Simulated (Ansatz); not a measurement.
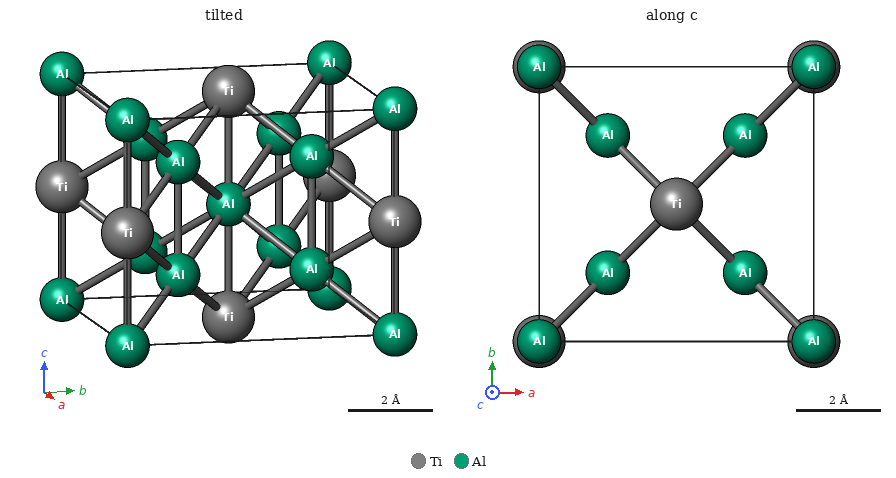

Ball-and-stick drawing of the structure, looking slightly off an axis and along the c axis. The frame is the conventional unit cell; atoms at its boundary are shown with their periodic copies. Cell: a = 6.59 Å, b = 6.59 Å, c = 5.48 Å, α = 90.00°, β = 90.00°, γ = 90.00°.

The cell started as a random cell made by a generator, so it need not be a real form of the compound. Earlier steps of the study may have refined or changed the cell and positions. A calculation with Ansatz used it as input.

**What structure is drawn here?**

The formula is TiAl₅. The symmetry is that of I4/mmm (No. 139), on a body-centred tetragonal lattice. Content of the cell: 2 Ti, 10 Al (Z = 2). The coordination shell of Ti holds ten Al at about 2.7 Å. Al takes two kinds of site: 8f with four Al and two Ti (about 2.7 Å to Al, 2.7 Å to Ti); 2a with eight Al and two Ti (about 2.7 Å to Al, 2.7 Å to Ti). The bonds build a three-dimensional framework.

All computed values are from DFT PBE, scalar-relativistic, plane waves, PAW (Ansatz). Settings: a cutoff energy of 420 eV, k-points about 0.15 Å⁻¹ apart, Gaussian smearing of 0.1 eV, no spin polarisation.

**Is it conducting or gapped at this level?**

A metal: bands cross the Fermi level.

**Give the Bader charge of each element.**

Ti +0.73 e; Al -0.15 e.

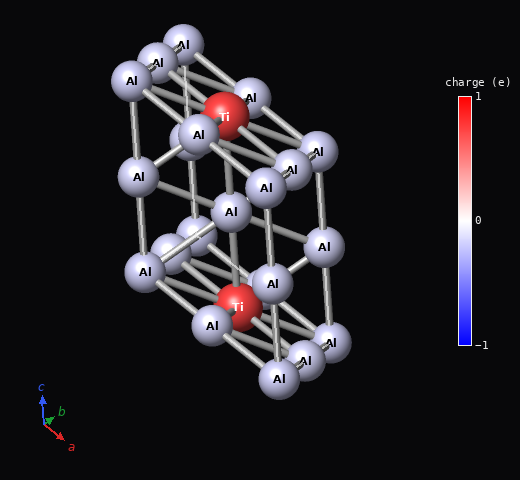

The atoms coloured by those charges. The run's cell of 6 atoms is drawn, so axes and origin can differ from the first picture.

**Do the forces and the stress vanish for this geometry?**

Yes. All forces vanish to within 0.01 eV/Å. The pressure is 0.0 GPa, close to zero.
